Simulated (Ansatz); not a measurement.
System: FeSi.

```xyz
8
Lattice="4.1913 0.0000 0.0000 0.0000 4.1913 0.0000 0.0000 0.0000 4.1913" Properties=species:S:1:pos:R:3 pbc="T T T"
Fe    0.5918    0.5918    0.5918
Fe    1.5038    3.5995    2.6874
Fe    2.6874    1.5038    3.5995
Fe    3.5995    2.6874    1.5038
Si    3.5343    3.5343    3.5343
Si    2.7526    0.6569    1.4387
Si    1.4387    2.7526    0.6569
Si    0.6569    1.4387    2.7526
```

Space group P2₁3; computed pressure about 51 GPa in this cell; computed without spin polarisation.

Computed with DFT r2SCAN, scalar-relativistic, plane waves, PAW (Ansatz 0.2.0).

What will maps of the valence pseudo-density and electron localisation function show?

Answer. Fe–Si (2.32 Å): the density is about 0.49 e/Å³ at the midpoint; the ELF peaks at about 0.65 in the valence shell of Si, 0.9 Å from its nucleus, and is about 0.45 at the midpoint.

Does the calculation make it a metal, or give it a gap?

Answer. It is gapped, with a Kohn–Sham gap of 0.31 eV on the k-point mesh (the band edges may lie off the mesh, which would make the gap smaller).

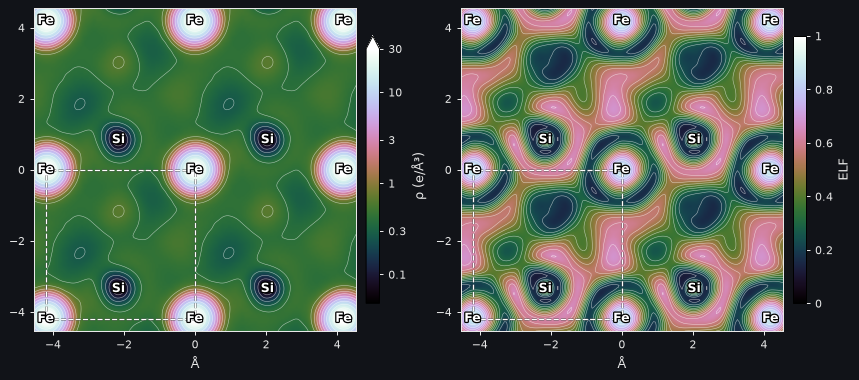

Computed valence pseudo-density and electron localisation function on the (010) plane of the conventional cell, in this order. Atoms just off the plane (Fe, 0.9 Å away and Si, 0.8 Å away) can leave unmarked features too.

In a PAW calculation such maps are meaningful between the atoms, not at the nuclei.
